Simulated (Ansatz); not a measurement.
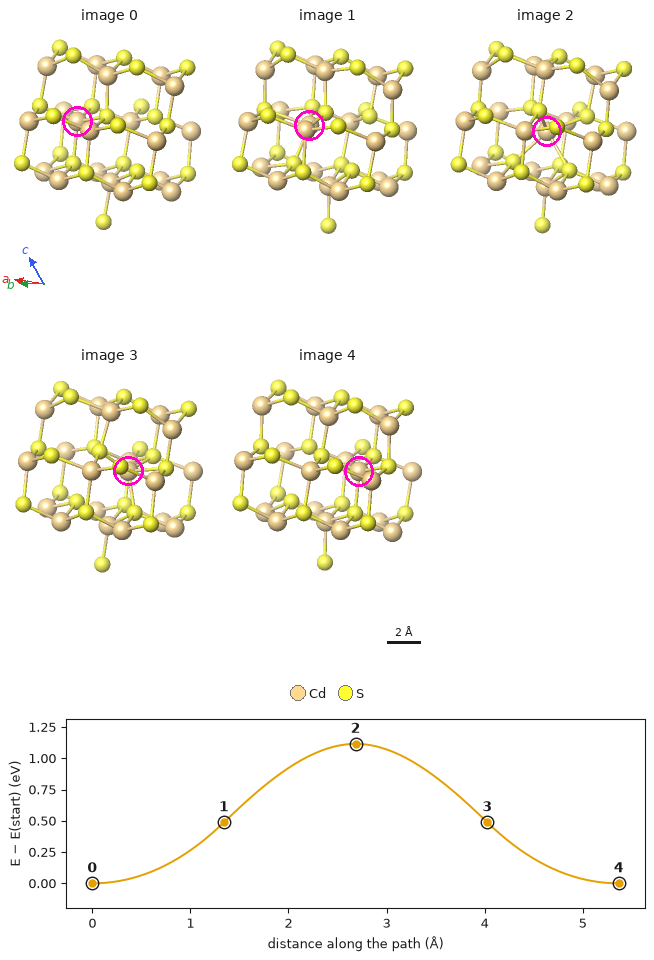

NEB run on a defect cell of composition Cd₇S₈ (cell charge −2) with a Cd vacancy (15 atoms in the cell). Images are numbered from 0 (start) to 4 (end). The picture is a ball-and-stick view of the atoms within 6.3 Å of the middle of the path, seen from a free direction. The moving atom is ringed, with any periodic copies. Bonds to atoms that aren't drawn are left out.

All numbers below come from DFT PBEsol, scalar-relativistic, plane waves, PAW (Ansatz).

The input:
```yaml
crystal:
  lattice:
    - [-5.8241960529, 5.8241960529, 0.0]
    - [-5.8241960529, 0.0, 5.8241960529]
    - [0.0, 5.8241960529, 5.8241960529]
  atoms:
    - { symbol: Cd, position: [-0.012032485, 0.512032485, 0.012032485] }
    - { symbol: Cd, position: [0.512032485, -0.012032485, 0.012032485] }
    - { symbol: Cd, position: [0.512032485, 0.512032485, 0.487967515] }
    - { symbol: Cd, position: [-0.012032485, -0.012032485, 0.012032485] }
    - { symbol: Cd, position: [-0.012032485, 0.512032485, 0.487967515] }
    - { symbol: Cd, position: [0.512032485, -0.012032485, 0.487967515] }
    - { symbol: Cd, position: [0.0, 0.0, 0.5] }
    - { symbol: S, position: [0.6186219532, 0.6186219532, 0.1186219532] }
    - { symbol: S, position: [0.1441341404, 0.6186219532, 0.1186219532] }
    - { symbol: S, position: [0.6186219532, 0.1441341404, 0.1186219532] }
    - { symbol: S, position: [0.6186219532, 0.6186219532, 0.6441341404] }
    - { symbol: S, position: [0.1260614125, 0.1260614125, 0.1218157625] }
    - { symbol: S, position: [0.1260614125, 0.6218157625, 0.6260614125] }
    - { symbol: S, position: [0.6218157625, 0.1260614125, 0.6260614125] }
    - { symbol: S, position: [0.1260614125, 0.1260614125, 0.6260614125] }
total_charge: -2
basis:
  ecutwfc: 420
kpoints:
  mp_grid: { grid: [4, 4, 4] }
hamiltonian:
  xc: pbesol
scf:
  occupations: { method: gaussian, width: 0.05 }
output:
  forces: true
neb:
  images: 3
  f_tol: 0.05
  max_iterations: 60
  order_check: false
  final_atoms:
    - { symbol: Cd, position: [-0.5120325153, 0.5120325153, 0.0120325153] }
    - { symbol: Cd, position: [0.4879674847, -0.0120325153, 0.0120325153] }
    - { symbol: Cd, position: [0.4879674847, 0.5120325153, 0.4879674847] }
    - { symbol: Cd, position: [0.0120325153, -0.0120325153, 0.0120325153] }
    - { symbol: Cd, position: [0.0120325153, 0.5120325153, 0.4879674847] }
    - { symbol: Cd, position: [0.5, 0.0, 0.5] }
    - { symbol: Cd, position: [0.0120325153, -0.0120325153, 0.4879674847] }
    - { symbol: S, position: [0.6441341896, 0.6186219368, 0.1186219368] }
    - { symbol: S, position: [0.1186219368, 0.6186219368, 0.1186219368] }
    - { symbol: S, position: [0.6260614162, 0.1260614162, 0.1218157515] }
    - { symbol: S, position: [0.6260614162, 0.6218157515, 0.6260614162] }
    - { symbol: S, position: [0.1186219368, 0.1441341896, 0.1186219368] }
    - { symbol: S, position: [0.1186219368, 0.6186219368, 0.6441341896] }
    - { symbol: S, position: [0.6260614162, 0.1260614162, 0.6260614162] }
    - { symbol: S, position: [0.1218157515, 0.1260614162, 0.6260614162] }
  climbing: immediate
```

Launched with:
```bash
ansatz run input.yaml --threads 4 --pin off --max-ram 9216MiB --backend cpu --events-out ev --progress --plain --runs-dir out
```

Question: Read off the barrier and say what moves.

Answer: The barrier is about 1.12 eV in both directions, with image 2 at the top; the ends have the same energy. It is a vacancy jump: a nearby atom moves into the empty site and leaves its own site empty. A Cd atom travels furthest, 4.12 Å from end to end, along −a, on a path that bends up to 0.59 Å away from the straight line. At the highest image its nearest neighbour (S) is 2.48 Å away, against 2.50 Å at the start, and the surrounding atoms stand up to 0.65 Å off the mean of their end positions. The band converged in 14 iterations, with a climbing image at the top.

Limits of the set-up: the periodic images lie only 8.2 Å apart, so the values are limited by the cell's size; the cell is charged, on a uniform background, and energies carry no finite-size correction.

The run took 29 min on 4 threads of Intel(R) Xeon(R) Platinum 8375C CPU @ 2.90GHz (Ice Lake), with other jobs on the host, peak memory 4.4 GiB.
